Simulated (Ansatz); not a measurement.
# A convergence test on SiC (F-43m): k mesh of the hybrid

Aim: see how gap, energy and time of SiC (F-43m) follow the k mesh of the hybrid.

Program: Ansatz 0.2.0. Level of theory: DFT, HSE06, plane waves, PAW. Results are calculated unless marked as measured.

**1. Set-up**

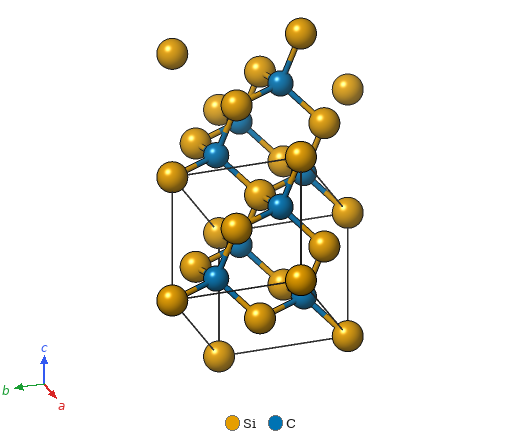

The starting structure, seen from a free direction (silicon orange, carbon blue). 1×1×2 cells are drawn. This picture shows the conventional cell, with its axes. Bonds to atoms that aren't drawn are left out. Some periodic images of atoms are drawn too.

The cell and positions come from the Crystallography Open Database and are kept as given unless a step says otherwise. The default PAW set here is soft_2. Its files were made with PBE.

**2. k mesh of the hybrid: 4×4×4**

The input, input.yaml:

```yaml
crystal:
  lattice:
    - [0.0, 2.179, 2.179]
    - [2.179, 0.0, 2.179]
    - [2.179, 2.179, 0.0]
  atoms:
    - { symbol: Si, position: [0.0, 0.0, 0.0] }
    - { symbol: C, position: [0.25, 0.25, 0.25] }
kpoints:
  mp_grid: { grid: [4, 4, 4] }
  band_path:
    path:
      - [0.0, 0.0, 0.0]
      - [-0.5, -0.5, 0.0]
      - [-0.375, -0.375, 0.25]
      - [-0.375, 0.0, 0.375]
      - [0.0, 0.0, 0.5]
      - [-0.5, -0.25, 0.25]
    npoints: 1
hamiltonian:
  xc: hse06
scf:
  occupations: { method: fixed }
  n_extra_bands: 4
output:
  eigenvalues: true
```

Launch:

```console
$ ansatz run input.yaml --threads 3 --pin off --max-ram 92160MiB --backend cuda --events-out ev --progress --plain --runs-dir out --devices 1 --max-vram 13GiB  # rebuilt from the run's record
```

Numbers of over 12 decimals in the logs are rounded to 6 here.

The program printed:

```text
scf.n_extra_bands = 4 over 4 filled bands (N_el = 8.0): the run solves 8 bands
exact exchange: scf.exx.singularity resolves to wigner_seitz, which cuts the screened interaction at the faces of the exchange supercell's Wigner-Seitz cell, so that each pair interacts once, at the shortest of its separations (the periodic images that this leaves out come, for a point-like exchange hole, to about 0.001 eV on a filled level). The cut falls within the interaction's reach, and what an exchange supercel [...]
GPUs: using 1 of 1 available (devices: 1).
Engine: ansatz 0.2.0, x86_64-unknown-linux-gnu
Pseudopotentials: kind: paw
Pseudopotential: Si, paw, valence charge 4, recommended cutoff 420 eV (normal), Si.paw.azcp
Pseudopotential: C, paw, valence charge 4, recommended cutoff 420 eV (normal), C.paw.azcp
Functional definition: HSE06
  parameter a = 0.25
  parameter omega = 0.11/bohr
  exchange = pbe_x - a*pbe_x_sr(omega) + a*exact_x_sr(omega)
  correlation = pbe_c
davidson cushion auto → on  (no smearing: the cushion is to keep the highest requested band from converging to the state above it; pin scf.eigensolver.cushion to override)
device memory: the entry about to start is reckoned to put 0.7 GiB on a device that reports 39.0 GiB free (of which the cap on the GPU budget leaves the run 13.0 GiB)
GPU FFT provider: cuFFT
GPU libraries: cuBLAS 13.8.2, cuFFT 12.4.0, cuSOLVER 12.3.4
Crystal: 2 atoms, lattice volume = 20.692 Å³
Basis set: ecut = 420 eV, 411 PW (Γ)
Bands: 8, of which v1, the nominal top of the filled ones, is band 4 counted from 1 (3 counted from 0)
Symmetry: 24 space group operations
Space group: F-43m (ITA 216), of the structure as read, at distance tolerance 2.7e-5 Å
k-points: 8 of 64 (time reversal used)
Non-local potential: Si, projectors of the file, l = 0: 2, l = 1: 2, l = 2: 2
Non-local potential: C, projectors of the file, l = 0: 2, l = 1: 2, l = 2: 1
PAW form: soft (Blöchl's): semilocal exchange-correlation on the pseudo side does not see the compensation charge
PAW frozen core: Si, regenerated for the run's functional, and the local potential with it (the file was generated under x = pbe(κ = 0.804, μ = 0.219515), c = pbe(β = 0.066725))
PAW frozen core: C, regenerated for the run's functional, and the local potential with it (the file was generated under x = pbe(κ = 0.804, μ = 0.219515), c = pbe(β = 0.066725))
PAW one-centre angular grid: Si, 110 points (default); XC on 64 Gauss nodes
PAW one-centre angular grid: C, 110 points (default); XC on 64 Gauss nodes
Initial density: superposition of atomic densities (neutral atoms: chi_scale 0, normalization atom), corrected by the library's trained network
Initial wavefunctions: pseudopotential atomic-orbital guess
GPU buffer pool allocated for 13824 grid points (all kernels)
GPU transforms: local potential and band sums: pruned to the plane-wave sphere, on 24×24×24
Functional: x = pbe(κ = 0.804, μ = 0.219515), c = pbe(β = 0.066725), warm-up for x = pbe(κ = 0.804, μ = 0.219515) + 0.25 (exact − pbe) at short range (hse, ω = 0.207870 Å⁻¹), c = pbe(β = 0.066725); HSE06 as pw.x's `hse` composes it (authors' and Libxc's form: `xc: wpbeh`)
SCF iter   1: F=—  HF=-887.027466 eV  |F-HF|=—  |Δ(HF+E_count)|=         —  Δρ=2.45e-3  dr2=1.39e-3  ethr=1.77e-3  ⟨swp⟩=6.0  Hψ=330  notcnv=0
preconditioner: auto → none  [insulator: Δε(μ)=1.335 eV  Ē_g=13.971 eV  n_scr=0 (ndim 8)  ℏωp=23.1 eV  f_vac=0.000]
iter 2 solved again at ethr=1.02e-6 eV; its pass at ethr=1.74e-5 eV (dr2=8.14e-5 eV) is discarded
SCF iter   2: F=-887.027260 eV  HF=-887.027237 eV  |F-HF|=2.32e-5  |Δ(HF+E_count)|=   2.29e-4  Δρ=8.71e-4  dr2=8.26e-5  ethr=1.02e-6  ⟨swp⟩=2.2  Hψ=353  notcnv=0
SCF 1 stopped early in 2 iterations: F = -887.027260 eV  dr2 = 8.26e-5
  greatest PAW one-centre occupation: 0.639 electrons in one spin orbital (limit 2), on the C atom at site 1 (counted from 0), in its partial waves of l = 0
[...]
Frozen-core exchange: fock
SCF iter   1: F=—  HF=-887.674976 eV  |F-HF|=—  |Δ(HF+E_count)|=         —  Δρ=6.10e-3  dr2=4.17e-3  ethr=1.03e-5  ⟨swp⟩=5.6  Hψ=317  notcnv=0
preconditioner: auto → none  [insulator: Δε(μ)=2.191 eV  Ē_g=15.908 eV  n_scr=0 (ndim 8)  ℏωp=23.1 eV  f_vac=0.000]
SCF iter   2: F=—  HF=-887.673471 eV  |F-HF|=—  |Δ(HF+E_count)|=   1.51e-3  Δρ=2.76e-3  dr2=9.64e-4  ethr=1.03e-5  ⟨swp⟩=2.9  Hψ=175  notcnv=0
SCF iter   3: F=—  HF=-887.675290 eV  |F-HF|=—  |Δ(HF+E_count)|=   1.82e-3  Δρ=5.04e-4  dr2=5.15e-5  ethr=9.38e-6  ⟨swp⟩=2.5  Hψ=165  notcnv=0
SCF iter   4: F=—  HF=-887.675279 eV  |F-HF|=—  |Δ(HF+E_count)|=   1.09e-5  Δρ=1.72e-4  dr2=7.31e-6  ethr=5.11e-7  ⟨swp⟩=3.0  Hψ=194  notcnv=0
SCF iter   5: F=-887.675291 eV  HF=-887.675291 eV  |F-HF|=3.52e-7  |Δ(HF+E_count)|=   1.21e-5  Δρ=7.49e-5  dr2=9.25e-7  ethr=7.27e-8  ⟨swp⟩=2.9  Hψ=174  notcnv=0
SCF 2 stopped early in 5 iterations: F = -887.675291 eV  dr2 = 9.25e-7
  greatest PAW one-centre occupation: 0.641 electrons in one spin orbital (limit 2), on the C atom at site 1 (counted from 0), in its partial waves of l = 0
hybrid outer 1: dexx = +2.340e-3 eV, tail = 3.91e-6 eV
GPU FFT provider: cuFFT
GPU libraries: cuBLAS 13.8.2, cuFFT 12.4.0, cuSOLVER 12.3.4
GPU buffer pool allocated for 13824 grid points (all kernels)
GPU transforms: local potential and band sums: pruned to the plane-wave sphere, on 24×24×24
Exchange kernel: α = 0.2500, screened, ω = 0.2079 Å⁻¹, Wigner–Seitz truncation, v(0) = 959.7264 eV·Å³, q-mesh 4×4×4, nearest image of the exchange supercell L = 12.33 Å, pair-density grid 12×12×12, without the augmentation charges, whose exchange is taken in its separable form by FFT convolution over the k-point mesh (sized by the pseudopotential files, 18×18×18 at the most), smooth part of the exact exchange by density-matrix convolution in up to 358.2 MiB of GPU memory as planned if the GPU has room (build and FFT work areas not counted)
Frozen-core exchange: fock
SCF iter   1: F=—  HF=-887.675281 eV  |F-HF|=—  |Δ(HF+E_count)|=         —  Δρ=2.21e-5  dr2=7.38e-8  ethr=2.44e-7  ⟨swp⟩=2.1  Hψ=161  notcnv=0
preconditioner: auto → none  [insulator: Δε(μ)=2.227 eV  Ē_g=15.914 eV  n_scr=0 (ndim 8)  ℏωp=23.1 eV  f_vac=0.000]
iter 2 solved again at ethr=4.96e-11 eV; its pass at ethr=8.80e-10 eV (dr2=3.97e-9 eV) is discarded
SCF iter   2: F=-887.675281 eV  HF=-887.675281 eV  |F-HF|=5.71e-10  |Δ(HF+E_count)|=   3.64e-9  Δρ=7.30e-6  dr2=7.87e-9  ethr=4.96e-11  ⟨swp⟩=2.0  Hψ=383  notcnv=0
SCF 3 converged in 2 iterations: F = -887.675281 eV  dr2 = 7.87e-9
hybrid outer 2: dexx = +2.859e-8 eV, tail = 1.70e-8 eV, Δε = 1.13e-3 eV (about 1.03e-4 eV left of the loop's levels)
device memory: the entry about to start is reckoned to put 0.3 GiB on a device that reports 37.7 GiB free (of which the cap on the GPU budget leaves the run 13.0 GiB)
NSCF: frozen V_eff on 6 k-points
hybrid SCF converged: 2 outer / 7 inner (+2 warm-up), last move |dexx| = 2.86e-8 eV, tail = 1.70e-8 eV
Stability not checked: this state was not tested for a lower state beside it, because the functional holds exact exchange (a hybrid, or Hartree-Fock), whose exchange loop this test does not read (fock_operator; see scf.lower_state_search)
Free energy (F): -887.675281 eV
Frozen-core exchange: fock
Harris-Foulkes:  -887.675281 eV  (|F-HF|=5.71e-10)
Internal energy: -887.675281 eV  (E = F + TS)
E sigma→0 (E₀):  -887.675281 eV
Fermi energy:    8.901487 eV
--- Per-component energies (eV) ---
  E_band       = 19.512931
  E_kinetic    = 136.244196
  E_local      = -103.819037  (includes V_loc(G=0)·N_el)
  E_nonlocal   = 50.432234
  E_hartree    = 32.456822
  E_xc         = -85.724999
  E_vxc        = -88.361037  (∫ρ·V_xc dr)
  E_exx        = -15.236121  (= α·E_x^exact, valence–valence)
  E_paw        = -617.168272  (= ΣΔE_a)
  E_vpaw       = -9.424330  (= ΣTr[D̂ρ^β])
  E_aug_tail   = 0.000011  (compensation charges beyond the density's cutoff)
  E_ewald      = -284.783780
  E_core_change = -0.076335  (= ΣΔE_core)
  E_smearing   = -0.000000  (= −TS)
  E_closure    = 0.000000  (closes the sum)
  Σ components = -887.675281   (vs F -887.675281, Δ=-1.14e-13)
--- Band table (eV; the first three rows and the last of 8) ---
  k-point 0: bands = ["-8.0688", "8.9015", "8.9015", "8.9015", "16.4479", "17.4839", "17.4839", "17.4839"]
  k-point 1: bands = ["-6.7689", "4.2128", "8.2420", "8.2420", "16.1232", "18.1264", "18.1264", "19.7749"]
  k-point 2: bands = ["-4.2126", "-0.4428", "7.7441", "7.7441", "15.5422", "17.3619", "17.3619", "20.4377"]
  k-point 7: bands = ["-2.4047", "1.2295", "3.4662", "3.8552", "15.2195", "19.7899", "19.9261", "19.9310"]
```

Run time: 11 s. Hardware: 1 × NVIDIA H100 80GB HBM3 (shared by 6 runs) with 3 threads of AMD EPYC 7R13 (Zen 3), shared host; peak memory 0.98 GiB.

Reading the cycles: dr2 is the Hartree energy of the density residual (eV), the measure of convergence; HF is the Harris–Foulkes estimate of the energy, which meets the free energy F at convergence.

This step gave:

```
gap                     : 2.227 eV
valence top at          : Γ
conduction bottom at    : X
least direct gap        : 5.729 eV
exact-exchange fraction : 0.25
```

The gap is indirect, with the least direct gap 3.50 eV higher.

**3. k mesh of the hybrid: 8×8×8**

input.yaml: that of step 2 with these lines changed.

```diff
@@ -9,3 +9,3 @@
 kpoints:
-  mp_grid: { grid: [4, 4, 4] }
+  mp_grid: { grid: [8, 8, 8] }
   band_path:
```

The program printed:

```text
[...]
GPUs: using 1 of 1 available (devices: 1).
[...]
GPU FFT provider: cuFFT
GPU libraries: cuBLAS 13.8.2, cuFFT 12.4.0, cuSOLVER 12.3.4
Crystal: 2 atoms, lattice volume = 20.692 Å³
Basis set: ecut = 420 eV, 411 PW (Γ)
Bands: 8, of which v1, the nominal top of the filled ones, is band 4 counted from 1 (3 counted from 0)
Symmetry: 24 space group operations
[...]
k-points: 29 of 512 (time reversal used)
[...]
SCF 3 converged in 2 iterations: F = -887.790835 eV  dr2 = 1.10e-8
[...]
NSCF: frozen V_eff on 6 k-points
[...]
Free energy (F): -887.790835 eV
Frozen-core exchange: fock
[...]
Internal energy: -887.790835 eV  (E = F + TS)
E sigma→0 (E₀):  -887.790835 eV
Fermi energy:    8.872285 eV
[...]
--- Band table (eV; the first three rows and the last of 29) ---
[...]
```

Wall time 21 s (1 × NVIDIA H100 80GB HBM3 (shared by 6 runs) with 3 threads); peak memory 1.1 GiB; 13 s of CPU time.

Numbers from this step:

| Property | Result |
| --- | --- |
| gap | 2.228 eV |
| valence top at | Γ |
| conduction bottom at | X |
| least direct gap | 5.719 eV |

The gap is 2.228 eV, +0.001 eV from the run before at this level.

**4. The series**

Differences are against the last row; a negative gap means that bands overlap, and a run with a band path holds that path's time. Times are wall times on 1 × NVIDIA H100 80GB HBM3 (shared by 6 runs) with 3 threads of AMD EPYC 7R13 (Zen 3), shared host, good to a factor of about two.

```
k mesh of the hybrid  gap (eV)  direct gap (eV)  gap error (eV)  energy error (meV/atom)  irreducible k  time
               4×4×4     2.227            5.729          −0.001                    +57.8              8  11 s
               8×8×8     2.228            5.719          +0.000                     +0.0             29  21 s
```

**5. Outcome**

| Property | Result |
| --- | --- |
| 4×4×4 | 2.227 eV |
| 8×8×8 | 2.228 eV |

The gap holds to 0.02 eV from 4×4×4 on, the cheapest setting tried. At 4×4×4 the gap is off by −0.001 eV and the energy by +58 meV/atom. The gap is read over the mesh and added points near the edges, so meshes differ mainly through the density and, for a hybrid, the exchange operator.

[Paths, hosts, dates, memory and timing lines, banners, echoed tables and standing remarks are left out of the program output.]

[Logs are printed without paths, hosts, clocks, repeated set-up lines and the standing remarks that a program may print on its own settings, such as how far it seeks lower states.]

[Runs of the session that timed out or met a known fault of the program may be left out.]

[Cells called generated may have been cut or substituted from an entry of the Crystallography Open Database or the Materials Project.]

[Hosts, paths, dates, database ids (printed as entryN), source tags and the programs' standing remarks are cut or masked in the printed files.]
